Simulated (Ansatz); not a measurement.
# Run report: TiO2, geometry relaxation (part 2 of 3)

Continued. System: TiO2 (12 atoms in the cell). Method: DFT r2SCAN, scalar-relativistic, plane waves, PAW, no spin polarisation (Ansatz 0.2.0); cutoff 500 eV, 8×8×8 k-mesh, Gaussian smearing of 0.02 eV. The structure derives from a Materials Project entry. It belongs to a series of runs on one base structure; here: equal strain along all axes, cell held, atoms relaxed: -2.0 %.

Geometry of the input (Å; fractional positions):
```
-4.2619  4.2619  1.8433
4.2619  -4.2619  1.8433
4.2619  4.2619  -1.8433
Ti 0.2911  0.0013  0.2924
Ti 0.0013  0.7089  0.7102
Ti 0.9987  0.2911  0.2898
Ti 0.7089  0.9987  0.7076
O  0.4995  0.1512  0.6507
O  0.1605  0.8402  0.0007
O  0.1512  0.5005  0.6517
O  0.1598  0.1605  0.3203
O  0.8402  0.8395  0.6797
O  0.8488  0.4995  0.3483
O  0.8395  0.1598  0.9993
O  0.5005  0.8488  0.3493
```

The program's output, continued:
```
SCF iter   1: F=—  HF=-14584.440079 eV  |F-HF|=—  |Δ(HF+E_count)|=         —  Δρ=1.93e-3  dr2=1.10e-3  dr2_τ=5.06e-2  ethr=1.09e-5  ⟨swp⟩=3.0  Hψ=10423  notcnv=0  defer=429
preconditioner: auto → Resta (q_TF=auto, 2.581 Å⁻¹)  ε∞=6.5  [insulator: Δε(μ)=2.141 eV  Ē_g=10.933 eV  σ=0.020 eV  W_gap=1.00  n_scr=44 (ndim 8)  ℏωp=25.7 eV  f_vac=0.116  D(μ)=0.00/eV (n_scr^D=0)  ε∞_Penn≈6.5]
SCF iter   2: F=—  HF=-14584.452990 eV  |F-HF|=—  |Δ(HF+E_count)|=   1.29e-2  Δρ=1.05e-3  dr2=3.20e-4  dr2_τ=7.27e-5  ethr=1.15e-6  ⟨swp⟩=2.0  Hψ=9601  notcnv=0  defer=429
SCF iter   3: F=—  HF=-14584.453190 eV  |F-HF|=—  |Δ(HF+E_count)|=   2.00e-4  Δρ=1.41e-4  dr2=1.25e-5  dr2_τ=4.74e-6  ethr=3.33e-7  ⟨swp⟩=2.8  Hψ=8409  notcnv=0  defer=429
SCF iter   4: F=—  HF=-14584.453198 eV  |F-HF|=—  |Δ(HF+E_count)|=   7.94e-6  Δρ=7.56e-5  dr2=5.99e-6  dr2_τ=9.99e-7  ethr=1.85e-9  ⟨swp⟩=15.1  Hψ=43864  notcnv=0
SCF iter   5: F=-14584.453198 eV  HF=-14584.453198 eV  |F-HF|=2.96e-7  |Δ(HF+E_count)|=   3.19e-7  Δρ=2.57e-5  dr2=3.82e-7  dr2_τ=1.07e-7  ethr=1.85e-9  ⟨swp⟩=8.0  Hψ=33551  notcnv=0
SCF 10 converged in 5 iterations: F = -14584.453198 eV  dr2 = 3.82e-7
relax step  10: F+E_penalty+E_count = -14584.45319822 eV  Δ(F+E_penalty+E_count) = -9.009e-5 eV  max|allowed force component| = 4.911e-2 eV/Å  Δτ_max = 0.0132 Å  (5 SCF iters, dr2 threshold 1.77e-6 eV, accepted)
SCF iter   1: F=—  HF=-14584.371481 eV  |F-HF|=—  |Δ(HF+E_count)|=         —  Δρ=4.81e-3  dr2=9.02e-3  dr2_τ=2.86e-1  ethr=6.21e-5  ⟨swp⟩=4.3  Hψ=11261  notcnv=0  defer=435
preconditioner: auto → Resta (q_TF=auto, 2.581 Å⁻¹)  ε∞=6.5  [insulator: Δε(μ)=2.248 eV  Ē_g=10.937 eV  σ=0.020 eV  W_gap=1.00  n_scr=44 (ndim 8)  ℏωp=25.7 eV  f_vac=0.116  D(μ)=0.00/eV (n_scr^D=0)  ε∞_Penn≈6.5]
SCF iter   2: F=—  HF=-14584.452802 eV  |F-HF|=—  |Δ(HF+E_count)|=   8.13e-2  Δρ=2.55e-3  dr2=2.38e-3  dr2_τ=3.73e-4  ethr=9.40e-6  ⟨swp⟩=2.0  Hψ=9627  notcnv=0  defer=435
SCF iter   3: F=—  HF=-14584.453191 eV  |F-HF|=—  |Δ(HF+E_count)|=   3.89e-4  Δρ=4.26e-4  dr2=1.21e-4  dr2_τ=3.40e-5  ethr=2.48e-6  ⟨swp⟩=2.0  Hψ=6424  notcnv=0  defer=435
SCF iter   4: F=—  HF=-14584.453222 eV  |F-HF|=—  |Δ(HF+E_count)|=   3.13e-5  Δρ=1.75e-4  dr2=2.44e-5  dr2_τ=4.12e-6  ethr=1.26e-7  ⟨swp⟩=2.0  Hψ=6723  notcnv=0  defer=435
SCF iter   5: F=—  HF=-14584.453227 eV  |F-HF|=—  |Δ(HF+E_count)|=   4.15e-6  Δρ=8.10e-5  dr2=6.01e-6  dr2_τ=8.52e-7  ethr=2.55e-8  ⟨swp⟩=2.0  Hψ=6722  notcnv=0  defer=435
SCF iter   6: F=—  HF=-14584.453228 eV  |F-HF|=—  |Δ(HF+E_count)|=   1.34e-6  Δρ=4.78e-5  dr2=2.75e-6  dr2_τ=3.22e-7  ethr=2.51e-9  ⟨swp⟩=15.8  Hψ=37206  notcnv=0
SCF iter   7: F=-14584.453228 eV  HF=-14584.453228 eV  |F-HF|=2.97e-8  |Δ(HF+E_count)|=   2.52e-7  Δρ=8.24e-6  dr2=1.07e-7  dr2_τ=1.10e-8  ethr=2.51e-9  ⟨swp⟩=9.8  Hψ=31119  notcnv=0
SCF 11 converged in 7 iterations: F = -14584.453228 eV  dr2 = 1.07e-7
relax step  11: F+E_penalty+E_count = -14584.45322764 eV  Δ(F+E_penalty+E_count) = -2.942e-5 eV  max|allowed force component| = 1.011e-1 eV/Å  Δτ_max = 0.0320 Å  (7 SCF iters, dr2 threshold 2.41e-6 eV, accepted)
SCF iter   1: F=—  HF=-14584.448635 eV  |F-HF|=—  |Δ(HF+E_count)|=         —  Δρ=1.29e-3  dr2=9.91e-4  dr2_τ=1.94e-2  ethr=6.52e-6  ⟨swp⟩=2.4  Hψ=10007  notcnv=0  defer=434
preconditioner: auto → Resta (q_TF=auto, 2.581 Å⁻¹)  ε∞=6.5  [insulator: Δε(μ)=2.192 eV  Ē_g=10.936 eV  σ=0.020 eV  W_gap=1.00  n_scr=44 (ndim 8)  ℏωp=25.7 eV  f_vac=0.117  D(μ)=0.00/eV (n_scr^D=0)  ε∞_Penn≈6.5]
SCF iter   2: F=—  HF=-14584.453614 eV  |F-HF|=—  |Δ(HF+E_count)|=   4.98e-3  Δρ=6.36e-4  dr2=2.05e-4  dr2_τ=3.40e-5  ethr=1.03e-6  ⟨swp⟩=2.0  Hψ=9180  notcnv=0  defer=434
SCF iter   3: F=—  HF=-14584.453650 eV  |F-HF|=—  |Δ(HF+E_count)|=   3.69e-5  Δρ=2.03e-4  dr2=3.03e-5  dr2_τ=6.15e-6  ethr=2.13e-7  ⟨swp⟩=2.3  Hψ=6399  notcnv=0  defer=434
SCF iter   4: F=-14584.453658 eV  HF=-14584.453658 eV  |F-HF|=2.83e-7  |Δ(HF+E_count)|=   7.16e-6  Δρ=4.45e-5  dr2=2.30e-6  dr2_τ=2.45e-7  ethr=1.07e-8  ⟨swp⟩=15.0  Hψ=44049  notcnv=0
SCF 12 converged in 4 iterations: F = -14584.453658 eV  dr2 = 2.30e-6
relax step  12: F+E_penalty+E_count = -14584.45365787 eV  Δ(F+E_penalty+E_count) = -4.302e-4 eV  max|allowed force component| = 5.491e-2 eV/Å  Δτ_max = 0.0075 Å  (4 SCF iters, dr2 threshold 1.02e-5 eV, accepted)
SCF iter   1: F=—  HF=-14584.453844 eV  |F-HF|=—  |Δ(HF+E_count)|=         —  Δρ=4.39e-4  dr2=1.72e-4  dr2_τ=2.47e-3  ethr=1.42e-6  ⟨swp⟩=2.0  Hψ=9000  notcnv=0  defer=438
preconditioner: auto → Resta (q_TF=auto, 2.581 Å⁻¹)  ε∞=6.5  [insulator: Δε(μ)=2.209 eV  Ē_g=10.936 eV  σ=0.020 eV  W_gap=1.00  n_scr=44 (ndim 8)  ℏωp=25.7 eV  f_vac=0.116  D(μ)=0.00/eV (n_scr^D=0)  ε∞_Penn≈6.5]
SCF iter   2: F=—  HF=-14584.453966 eV  |F-HF|=—  |Δ(HF+E_count)|=   1.22e-4  Δρ=2.21e-4  dr2=4.45e-5  dr2_τ=5.39e-6  ethr=1.79e-7  ⟨swp⟩=2.0  Hψ=7971  notcnv=0  defer=438
SCF iter   3: F=—  HF=-14584.453965 eV  |F-HF|=—  |Δ(HF+E_count)|=   1.21e-6  Δρ=1.04e-4  dr2=1.16e-5  dr2_τ=1.96e-6  ethr=4.63e-8  ⟨swp⟩=2.0  Hψ=6386  notcnv=0  defer=438
SCF iter   4: F=—  HF=-14584.453965 eV  |F-HF|=—  |Δ(HF+E_count)|=   2.07e-7  Δρ=3.82e-5  dr2=1.45e-6  dr2_τ=2.57e-7  ethr=1.20e-8  ⟨swp⟩=2.0  Hψ=6426  notcnv=0  defer=438
SCF iter   5: F=-14584.453965 eV  HF=-14584.453965 eV  |F-HF|=9.75e-8  |Δ(HF+E_count)|=   2.45e-8  Δρ=1.53e-5  dr2=1.48e-7  dr2_τ=1.87e-8  ethr=9.26e-10  ⟨swp⟩=13.0  Hψ=34369  notcnv=0
SCF 13 converged in 5 iterations: F = -14584.453965 eV  dr2 = 1.48e-7
relax step  13: F+E_penalty+E_count = -14584.45396537 eV  Δ(F+E_penalty+E_count) = -3.075e-4 eV  max|allowed force component| = 1.703e-3 eV/Å  Δτ_max = 0.0023 Å  (5 SCF iters, dr2 threshold 8.89e-7 eV, accepted)
iter 1 solved again at ethr=1.54e-10 eV; its pass at ethr=3.10e-3 eV (dr2=1.48e-7 eV) is discarded
SCF iter   1: F=—  HF=-14584.453965 eV  |F-HF|=—  |Δ(HF+E_count)|=         —  Δρ=1.53e-5  dr2=1.48e-7  dr2_τ=1.87e-8  ethr=1.54e-10  ⟨swp⟩=1.0  Hψ=11388  notcnv=0
preconditioner: auto → Resta (q_TF=auto, 2.581 Å⁻¹)  ε∞=6.5  [insulator: Δε(μ)=2.207 eV  Ē_g=10.936 eV  σ=0.020 eV  W_gap=1.00  n_scr=44 (ndim 8)  ℏωp=25.7 eV  f_vac=0.116  D(μ)=0.00/eV (n_scr^D=0)  ε∞_Penn≈6.5]
SCF iter   2: F=-14584.453965 eV  HF=-14584.453965 eV  |F-HF|=4.20e-8  |Δ(HF+E_count)|=   7.24e-8  Δρ=9.02e-6  dr2=5.73e-8  dr2_τ=6.47e-9  ethr=6.67e-11  ⟨swp⟩=6.9  Hψ=27712  notcnv=0
SCF 14 converged in 2 iterations: F = -14584.453965 eV  dr2 = 5.73e-8
relax step  14: F+E_penalty+E_count = -14584.45396538 eV  Δ(F+E_penalty+E_count) = -1.658e-8 eV  max|allowed force component| = 1.654e-3 eV/Å  Δτ_max = 0.0000 Å  (2 SCF iters, accepted)
iter 1 solved again at ethr=5.97e-11 eV; its pass at ethr=3.10e-3 eV (dr2=5.73e-8 eV) is discarded
SCF iter   1: F=—  HF=-14584.453965 eV  |F-HF|=—  |Δ(HF+E_count)|=         —  Δρ=9.03e-6  dr2=5.73e-8  dr2_τ=6.47e-9  ethr=5.97e-11  ⟨swp⟩=1.0  Hψ=12960  notcnv=0
SCF iter   2: F=-14584.453965 eV  HF=-14584.453965 eV  |F-HF|=1.86e-8  |Δ(HF+E_count)|=   2.69e-8  Δρ=5.46e-6  dr2=2.46e-8  dr2_τ=2.41e-9  ethr=5.97e-11  ⟨swp⟩=8.5  Hψ=25136  notcnv=0
SCF 15 converged in 2 iterations: F = -14584.453965 eV  dr2 = 2.46e-8
```

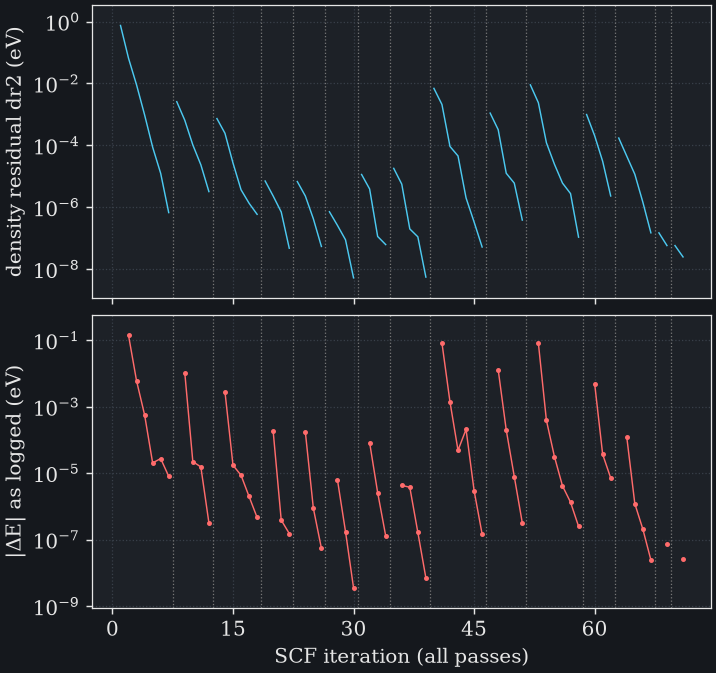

*Convergence of the self-consistent field: density residual dr2 and size of the energy change against the SCF iteration. Dotted lines part the SCF passes that the log prints in full.*

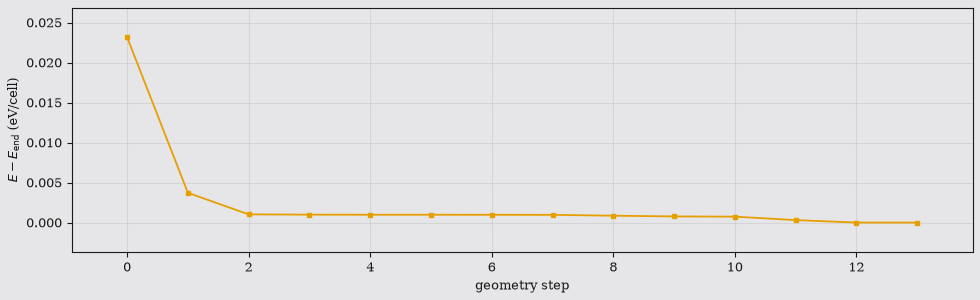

*Progress of the relaxation, step by step (the first geometry is step 0 here and step 1 in the log).*

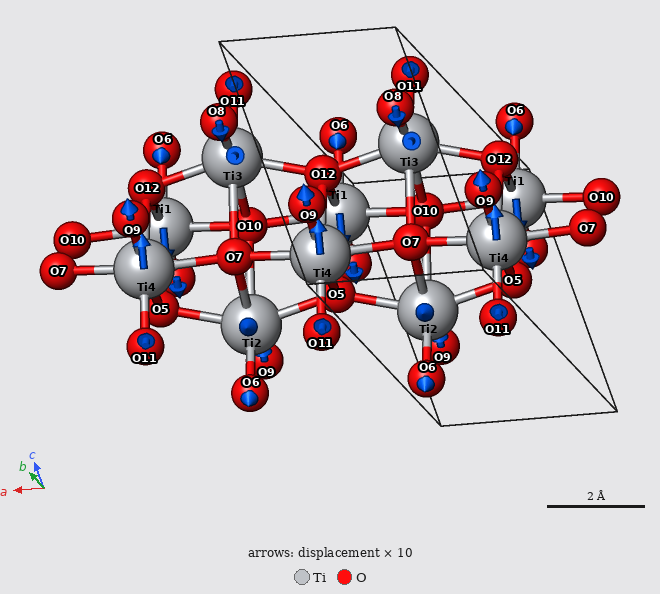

*The starting structure with the displacements as blue arrows, magnified 10 times (ball-and-stick view of the reduced cell, repeated 2 × 1 × 1, with bonded neighbours outside it, seen at an oblique angle).*

The largest moves, 0.081 Å, are those of Ti1, Ti2, Ti3 and Ti4. By element the largest moves are Ti 0.081 Å, O 0.052 Å. The lattice vectors keep their values. Distances before and after: Ti1–O5 2.188 → 2.131 Å, Ti1–O12 2.208 → 2.247 Å, Ti1–O6 1.768 → 1.795 Å, Ti1–O8 1.760 → 1.755 Å. Among the angles that change: O7–Ti3–O8 93.0° → 88.9°, O8–Ti3–O10 164.8° → 161.0°, O7–Ti3–O11 165.6° → 168.8°. The space group stays I4/m (No. 87). The energy falls by 23.2 meV per cell of the calculation in 13 geometry steps. The largest force component goes from 0.55 to 0.0017 eV/Å. (Atoms are counted from 1 in the order of the input.)

```
SCF converged after 2 iterations
Free energy (F): -14584.453965 eV
Harris-Foulkes:  -14584.453965 eV  (|F-HF|=1.86e-8)
Internal energy: -14584.453965 eV  (E = F + TS)
E sigma→0 (E₀):  -14584.453965 eV
Fermi energy:    8.409617 eV
--- Per-component energies (eV) ---
  E_band       = -986.617537
  E_kinetic    = 2521.555765
  E_local      = -7798.251832  (includes V_loc(G=0)·N_el)
  E_nonlocal   = 388.144514
  E_hartree    = 3102.516348
  E_xc         = -968.373598
  E_vxc        = -1391.035248  (∫ρ·V_xc dr)
  E_paw        = -5500.256472  (= ΣΔE_a)
  E_vpaw       = -1004.034405  (= ΣTr[D̂ρ^β])
  E_aug_tail   = 0.008746  (compensation charges beyond the density's cutoff)
  E_vtau       = 91.962771  (kinetic-family band-sum trace: ∫τ·v_τ [+ j·A + Jᵃ·Aᵃ] dr)
  E_ewald      = -6328.528081
  E_core_change = -1.269356  (= ΣΔE_core)
  E_smearing   = -0.000000  (= −TS)
  E_closure    = 0.000000  (closes the sum)
  Σ components = -14584.453965   (vs F -14584.453965, Δ=0.00e0)
--- Forces (eV/Å), atoms counted from 1 ---
  atom   1  Ti     0.00017659     0.00164826    -0.00000000
  atom   2  Ti    -0.00164826     0.00017659     0.00000000
  atom   3  Ti     0.00164826    -0.00017659     0.00000000
  atom   4  Ti    -0.00017659    -0.00164826    -0.00000000
  atom   5  O      0.00020611     0.00048052     0.00000000
  atom   6  O      0.00062297    -0.00109733     0.00000000
  atom   7  O     -0.00048052     0.00020611     0.00000000
  atom   8  O     -0.00109733    -0.00062297     0.00000000
  atom   9  O      0.00109733     0.00062297    -0.00000000
  atom  10  O      0.00048052    -0.00020611    -0.00000000
  atom  11  O     -0.00062297     0.00109733     0.00000000
  atom  12  O     -0.00020611    -0.00048052     0.00000000
  max |Σ_I F_I| component: 1.13e-17 eV/Å
--- Stress (GPa, compression-positive) ---
       12.994126       0.000001       0.000000
       -0.000001      12.994126       0.000000
        0.000000      -0.000000      15.387456
  P = ⅓ Tr σ = 13.7919 GPa (137.919 kbar)
--- Band table (eV; the first three rows and the last of 78) ---
  k-point 0: bands = ["-51.0029", "-50.9762", "-50.9762", "-50.9540", "-26.4807", "-26.4629", "-26.4283", "-26.4283", "-26.2424", "-26.1978", "-26.1811", "-26.1811", "-26.1677", "-26.1677", "-26.1347", "-26.1246", "-11.9049", "-10.9260", "-10.9260", "-10.6735", "-10.0297", "-9.9586", "-9.6689", "-9.6689", "2.1804", "2.6212", "2.7414", "3.1800", "3.1800", "3.4017", "3.8760", "4.0985", "4.2499", "4.2499", "4.3505", "4.3505", "5.1004", "5.1004", "5.1549", "5.5647", "5.8197", "5.8197", "5.8491", "6.0888", "6.2332", "6.2678", "6.2678", "6.5028", "9.5130", "10.9966", "10.9966", "11.1030", "11.3757", "11.3757", "11.8823", "12.3057", "12.7154", "12.8270", "12.8270", "12.8855"]
  k-point 1: bands = ["-51.0025", "-50.9766", "-50.9758", "-50.9544", "-26.4767", "-26.4590", "-26.4267", "-26.4190", "-26.2432", "-26.2035", "-26.1818", "-26.1803", "-26.1783", "-26.1672", "-26.1388", "-26.1238", "-11.8889", "-10.9289", "-10.9152", "-10.6751", "-10.0393", "-9.9704", "-9.6772", "-9.6638", "2.2000", "2.6203", "2.6939", "3.1506", "3.3038", "3.4037", "3.8251", "3.9327", "4.2874", "4.3316", "4.3576", "4.4826", "5.0705", "5.0940", "5.0957", "5.5951", "5.7268", "5.8566", "5.8588", "6.0979", "6.1743", "6.2230", "6.2790", "6.5612", "9.5746", "10.9586", "10.9952", "11.0270", "11.3758", "11.5254", "11.8503", "12.3798", "12.6464", "12.8071", "12.8463", "12.9178"]
  k-point 2: bands = ["-51.0015", "-50.9776", "-50.9749", "-50.9553", "-26.4715", "-26.4493", "-26.4146", "-26.3930", "-26.2450", "-26.2227", "-26.2078", "-26.1835", "-26.1784", "-26.1658", "-26.1473", "-26.1221", "-11.8488", "-10.9367", "-10.8882", "-10.6792", "-10.0759", "-9.9839", "-9.6980", "-9.6542", "2.2492", "2.6180", "2.6432", "3.0839", "3.4058", "3.5492", "3.7183", "3.7974", "4.2883", "4.3627", "4.3763", "4.7704", "4.9861", "5.0035", "5.0804", "5.5175", "5.6561", "5.8873", "5.9086", "6.0251", "6.1158", "6.2211", "6.2915", "6.5998", "9.7475", "10.8384", "10.8576", "11.1114", "11.4189", "11.7711", "11.7715", "12.5130", "12.5362", "12.7863", "12.8690", "12.9547"]
  k-point 77: bands = ["-50.9969", "-50.9763", "-50.9763", "-50.9598", "-26.3825", "-26.3578", "-26.3578", "-26.3379", "-26.3015", "-26.2525", "-26.2502", "-26.2479", "-26.2479", "-26.1806", "-26.1806", "-26.1151", "-11.6756", "-10.8627", "-10.8627", "-10.6997", "-10.1053", "-10.1053", "-9.8597", "-9.6203", "2.4423", "2.6075", "2.7334", "2.9763", "2.9763", "3.6942", "4.0085", "4.2792", "4.2792", "4.3506", "4.6411", "4.6411", "4.7166", "5.0666", "5.0666", "5.1307", "5.4835", "5.5078", "5.9631", "5.9631", "6.0421", "6.0421", "6.1019", "7.3062", "10.8075", "10.8075", "10.9350", "11.0707", "11.1795", "11.8093", "11.8093", "11.9215", "12.7559", "12.7559", "12.7685", "13.1208"]
--- Relaxed structure (14 steps of the walk, 14 accepted, 0 SCFs on fresh bases) ---
  F+E_penalty+E_count = -14584.45396538 eV   max|allowed force component| = 1.654e-3 eV/Å
  atoms:
    - { symbol: Ti, position: [0.2925816266047272, 0.010740047236173547, 0.3033216738409008] }
    - { symbol: Ti, position: [0.010740047236173568, 0.7074183733952726, 0.7181584206314463] }
    - { symbol: Ti, position: [0.9892599527638265, 0.2925816266047273, 0.2818415793685538] }
    - { symbol: Ti, position: [0.7074183733952726, 0.9892599527638266, 0.6966783261590992] }
    - { symbol: O, position: [0.49942844100338896, 0.15118216060413928, 0.6506106016075283] }
    - { symbol: O, position: [0.16630836890565232, 0.8422511856140513, 0.008559554519703805] }
    - { symbol: O, position: [0.15118216060413922, 0.5005715589966109, 0.6517537196007502] }
    - { symbol: O, position: [0.15774881438594868, 0.1663083689056524, 0.32405718329160105] }
    - { symbol: O, position: [0.8422511856140513, 0.8336916310943476, 0.675942816708399] }
    - { symbol: O, position: [0.8488178393958606, 0.499428441003389, 0.3482462803992499] }
    - { symbol: O, position: [0.8336916310943479, 0.15774881438594873, 0.9914404454802965] }
    - { symbol: O, position: [0.5005715589966109, 0.8488178393958608, 0.3493893983924717] }
```

Trajectory as extended XYZ (Å, eV, eV/Å), 14 frames, from step=1 to step=14:
```
12
Lattice="-4.2619 4.2619 1.8433 4.2619 -4.2619 1.8433 4.2619 4.2619 -1.8433" Properties=species:S:1:pos:R:3:forces:R:3 step=1 energy=-14584.43079
Ti    0.0111    2.4817    0.0000   -0.0152   0.5489   0.0000
Ti    6.0422    0.0111    0.0000   -0.5489  -0.0152   0.0000
Ti   -1.7803    4.2509    1.8433    0.5489   0.0152   0.0000
Ti    4.2509    1.7803    1.8433    0.0152  -0.5489   0.0000
O     1.2887    4.2575    0.0000    0.0559   0.0050   0.0000
O     2.8999   -2.8936    1.8433   -0.1168   0.1582   0.0000
O     4.2664    1.2887    0.0000   -0.0050   0.0559   0.0000
O     1.3684    1.3620    0.0000    0.1582   0.1168   0.0000
O     2.8936    2.8999    1.8433   -0.1582  -0.1168   0.0000
O    -0.0044    2.9732    1.8433    0.0050  -0.0559   0.0000
O     1.3620    7.1555    0.0000    0.1168  -0.1582   0.0000
O     2.9732    0.0044    1.8433   -0.0559  -0.0050   0.0000
```
